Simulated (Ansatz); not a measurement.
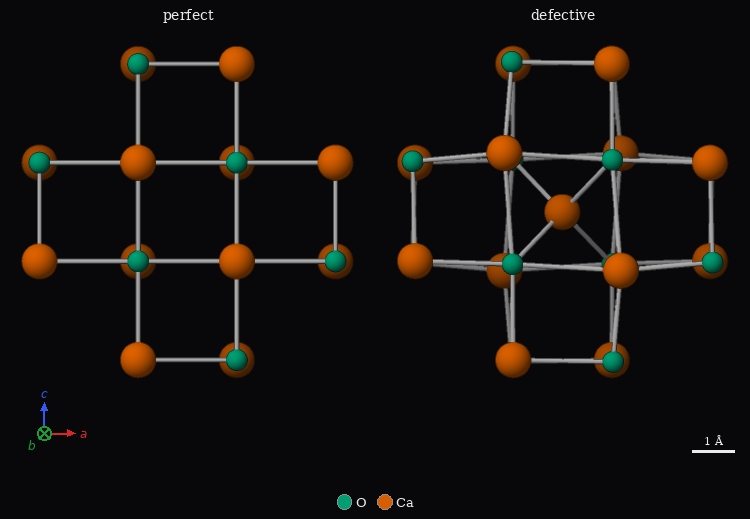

Left: perfect CaO. Right: the same region with one point defect, after relaxing the atoms in a supercell of 64 sites. A ball-and-stick model of the atoms within 4.6 Å of one point, in a slice 4.2 Å thick across the line of sight, seen along the b axis.

Theory: DFT, PBEsol, PAW, plane waves (Ansatz 0.2.0). Settings: plane-wave cutoff 420 eV; k-point mesh 1 × 1 × 1; mesh shifted by (0.25, 0.25, 0.25); collinear spin. Fermi-Dirac smearing of 0.01 eV. A uniform background neutralises the charged cell. The axes drawn are those of the host's conventional cell.

Which defect is it?

An extra calcium atom is put between the host's atoms (an interstitial).

The charge state of the cell is −1.

How does the lattice respond?

The Ca atom starts with 4 Ca at 2.06 to 2.07 Å, 4 O at 2.06 to 2.07 Å around its place and ends with 4 O at 2.14 to 2.15 Å, 4 Ca at 2.45 Å. Of the host's atoms, a calcium atom moves furthest from its site, by 0.39 Å. The cell's net moment is 1.00 μB.

Limits of the set-up: the cell is charged, on a uniform background, and energies carry no finite-size correction.
